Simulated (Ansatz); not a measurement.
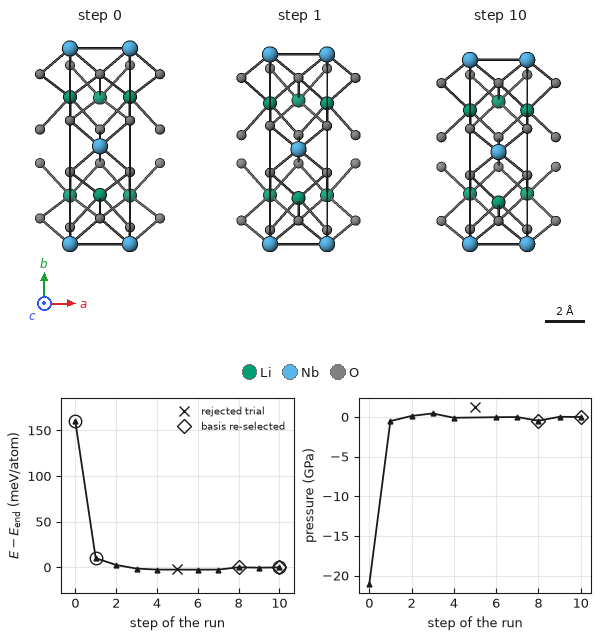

Frames of a relaxation of solid LiNbO₃ (built on the NaFeF3-63 type type), marked on the history of the run. A ball-and-stick model of the conventional cell (2 times the calculation's cell), seen along the c axis. Lengths and directions refer to the drawn axes.

Theory: DFT, PBEsol, plane waves, PAW in Ansatz.

Input file:
```yaml
crystal:
  lattice:
    - [1.56323541, -5.09818483, 0.0]
    - [1.56323541, 5.09818483, 0.0]
    - [0.0, 0.0, 7.3536932]
  atoms:
    - { symbol: Li, position: [0.24833173, 0.75166827, 0.75] }
    - { symbol: Li, position: [0.75166827, 0.24833173, 0.25] }
    - { symbol: Nb, position: [0.0, 0.0, 0.0] }
    - { symbol: Nb, position: [0.0, 0.0, 0.5] }
    - { symbol: O, position: [0.91420705, 0.08579295, 0.75] }
    - { symbol: O, position: [0.08579295, 0.91420705, 0.25] }
    - { symbol: O, position: [0.36843838, 0.63156162, 0.05809459] }
    - { symbol: O, position: [0.63156162, 0.36843838, 0.94190541] }
    - { symbol: O, position: [0.36843838, 0.63156162, 0.44190541] }
    - { symbol: O, position: [0.63156162, 0.36843838, 0.55809459] }
kpoints:
  mp_grid: { grid: [8, 8, 4] }
hamiltonian:
  xc: pbesol
scf:
  occupations: { method: fermi_dirac, width: 0.03 }
relax:
  f_tol: 0.01
  cell: {}
  max_steps: 120
```

Launched with:
```bash
ansatz run input.yaml --threads 4 --pin off --max-ram 4608MiB --backend cpu --events-out ev --progress --plain --runs-dir out
```

### Describe the path.

The largest moves relative to the cell, 0.24 Å, are those of Li1 and Li2. Li1 goes along −b. By element the largest moves are Li 0.24 Å, O 0.07 Å. Nb stays in place. Cell: a 3.126 → 2.982 Å (−4.6 %), b 10.196 → 9.600 Å (−5.8 %), c 7.354 → 7.363 Å (+0.1 %). Volume −10.1 %. Some distances before and after: Li1–O5 2.303 → 2.045 Å, Nb3–Nb3 3.126 → 2.982 Å, Nb3–O7 2.104 → 1.980 Å, Li1–O7 2.575 → 2.512 Å. Among the angles between lasting bonds that change: O5–Li1–O5 85.5° → 93.6°, Li1–O5–Li1 85.5° → 93.6°, Nb3–O5–Nb4 129.1° → 134.5°. The space group stays Cmcm (No. 63). After 7 accepted moves (10 points after the start) the energy has fallen by 160 meV per atom. The largest force component goes from 2.5 to 0.0042 eV/Å. The pressure goes from −21.10 to 0.00 GPa. The line search rejected the trial step at point 5 of the run. The SCF was repeated twice at an unchanged geometry on a basis and grid sized afresh for the cell, which shifted the energy by 2.5 meV per atom at most. Cost: 48 s on 4 threads of Arm Neoverse V1, with other jobs on the host, peak memory 0.62 GiB. From step 0 to 1: O atoms move most (0.11 Å), volume −7.8 %, energy −150 meV per atom. From step 1 to 10: Li atoms move most (0.16 Å), volume −2.4 %, energy −10.1 meV per atom.
